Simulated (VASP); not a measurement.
Cu₃Au (space group Pm-3m, No. 221): the geometry relaxed with VASP Kohn-Sham DFT of a periodic cell, PBEsol with D4, VASP PAW PBE potentials, recommended in VASP.

```
Au Cu
1.0
     3.68875    0.00000    0.00000
     0.00000    3.68875    0.00000
     0.00000    0.00000    3.68875
Au Cu
1 3
Direct
  0.00000 0.00000 0.00000
  0.50000 0.50000 0.00000
  0.50000 0.00000 0.50000
  0.00000 0.50000 0.50000
```

Bonds are taken as Au–Cu below 2.9 Å and Cu–Cu below 2.9 Å; no other contact counts. Atoms with one bond or none are removed and atoms with two bonds are replaced by edges, until no such atom is left.

Derive the underlying net.

The result is a uninodal 12-connected, three-periodic net: Au and Cu are 12-connected nodes. It is the fcu net, known from cubic close packing. It is a single net, without interpenetration.

| node | links | point symbol | coordination sequence |
| --- | --- | --- | --- |
| Au and Cu | 12 | 3²⁴·4³⁶·5⁶ | 12 42 92 162 252 362 492 642 812 1002 |

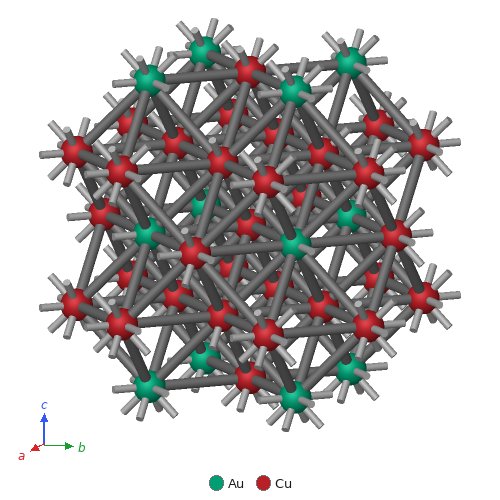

Nodes are coloured by element. Edges to nodes outside the piece are drawn as stubs.
